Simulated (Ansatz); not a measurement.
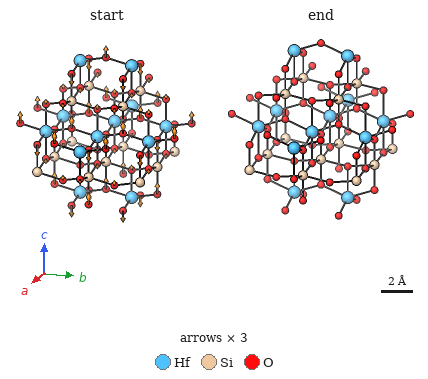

The structure of solid HfSiO4 (built on the anatase host type) before (left) and after (right) a relaxation, at one scale. The orange arrows give the displacements (the part carried along by the change of the cell is left out), 3 times their true length.

A ball-and-stick model of the atoms within 5.8 Å of the atom that moves most (axes of the conventional cell (2 times the calculation's cell)), seen slightly off an axis. Lengths and directions refer to the drawn axes.

These are results of DFT, PBE, plane waves, PAW in Ansatz, not measurements.

Input file:
```yaml
crystal:
  lattice:
    - [-1.80358369, 1.80358369, 4.58461711]
    - [1.80358369, -1.80358369, 4.58461711]
    - [1.80358369, 1.80358369, -4.58461711]
  atoms:
    - { symbol: Hf, position: [0.0, 0.0, 0.0] }
    - { symbol: Si, position: [0.75, 0.25, 0.5] }
    - { symbol: O, position: [0.95715212, 0.45715212, 0.5] }
    - { symbol: O, position: [0.20715212, 0.20715212, 0.0] }
    - { symbol: O, position: [0.54284788, 0.04284788, 0.5] }
    - { symbol: O, position: [0.79284788, 0.79284788, 0.0] }
kpoints:
  mp_grid: { grid: [10, 10, 10] }
hamiltonian:
  xc: pbe
scf:
  occupations: { method: fermi_dirac, width: 0.02 }
relax:
  f_tol: 0.005
  cell: {}
```

Run as
```bash
ansatz run input.yaml --threads 4 --pin off --max-ram 6451MiB --backend cpu --events-out ev --progress --plain --runs-dir out
```

> What changed between the two?

The energy falls by 3.800 eV per cell of the calculation in 8 accepted moves (10 points after the start). The largest force component goes from 6.8 to 0.00039 eV/Å. Pressure: 60.48 GPa at the start and 0.01 GPa at the end. The SCF was repeated twice at an unchanged geometry on a basis and grid sized afresh for the cell, which shifted the energy by 96.9 meV per cell of the calculation at most. The largest moves relative to the cell, 0.29 Å, are those of O3 and O5. O3 goes along −c. Si and Hf stay in place. Cell: a = b 3.607 → 3.752 Å (+4.0 %), c 9.169 → 9.861 Å (+7.5 %). Volume +16.4 %. Near-neighbour distances that change, for instance: Hf1–O4 1.899 → 2.173 Å, Hf1–O3 1.846 → 2.007 Å, Si2–O3 1.899 → 1.753 Å, Si2–O4 1.846 → 1.899 Å. Bond angles that change, for instance: O3–Hf1–O3 155.4° → 138.4°, Hf1–O5–Hf1 155.4° → 138.4°, O3–Hf1–O6 77.7° → 69.2°. The space group stays I-4m2 (No. 119). Cost: 43 s on 4 threads of Arm Neoverse V2 (shared host), peak memory 0.5 GiB.
